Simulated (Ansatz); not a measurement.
The coordinates of a crystal:

```cif
data_structure
_symmetry_space_group_name_H-M 'P 1'
_symmetry_Int_Tables_number 1
_cell_length_a 4.9971
_cell_length_b 4.9971
_cell_length_c 4.9971
_cell_angle_alpha 90.000
_cell_angle_beta 90.000
_cell_angle_gamma 90.000
_cell_volume 124.78
loop_
_atom_site_label
_atom_site_type_symbol
_atom_site_fract_x
_atom_site_fract_y
_atom_site_fract_z
_atom_site_occupancy
Mg1 Mg 0.00000 0.50000 0.50000 1
Mg2 Mg 0.50000 0.50000 0.00000 1
Mg3 Mg 0.50000 0.00000 0.50000 1
Mg4 Mg 0.00000 0.00000 0.00000 1
O1 O 0.41343 0.08657 0.91343 1
O2 O 0.08657 0.91343 0.41343 1
O3 O 0.91343 0.41343 0.08657 1
O4 O 0.58657 0.58657 0.58657 1
O5 O 0.41343 0.41343 0.41343 1
O6 O 0.08657 0.58657 0.91343 1
O7 O 0.91343 0.08657 0.58657 1
O8 O 0.58657 0.91343 0.08657 1
```

Question: Give a crystallographic description of this input.

Answer: This is MgO₂. It is primitive cubic, space group Pa-3 (No. 205). The structure is of the kind named pyrite. The cell comprises 4 formula units: 4 Mg, 8 O. Numbers of contacts at bonding distance: Mg 6 and O 4.

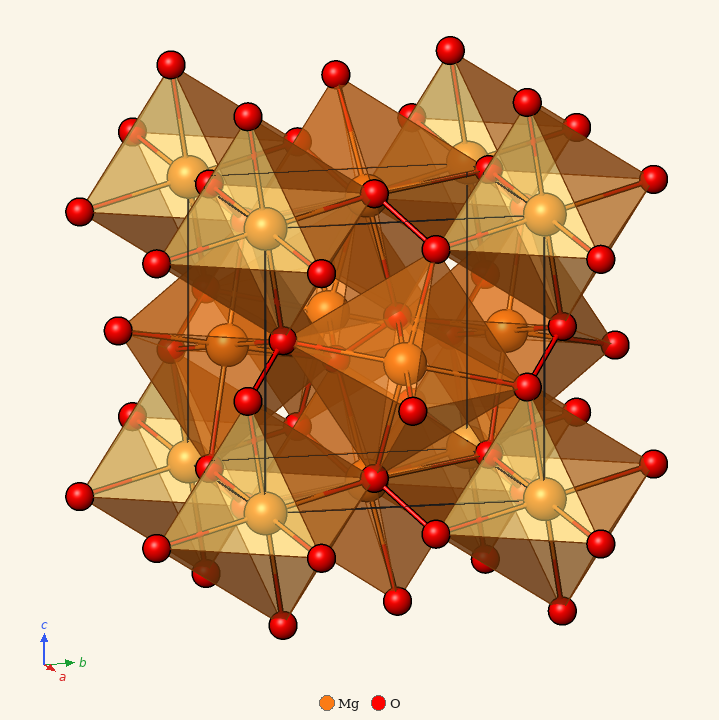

The image is a polyhedral drawing of a crystal, viewed slightly off an axis. The wireframe shows the conventional unit cell. Some neighbours outside the box are added. Colours: magnesium orange, oxygen red.

The starting point was a structure listed in the Materials Project. The cell was then strained or its atoms displaced on purpose. The atoms were relaxed in a fixed cell with Ansatz, DFT PBEsol, scalar-relativistic, plane waves, PAW.

At this level of theory the run's own cell isn't at rest (stretched, at -10 GPa), so its distances can differ from those at equilibrium, the more so the softer the solid.
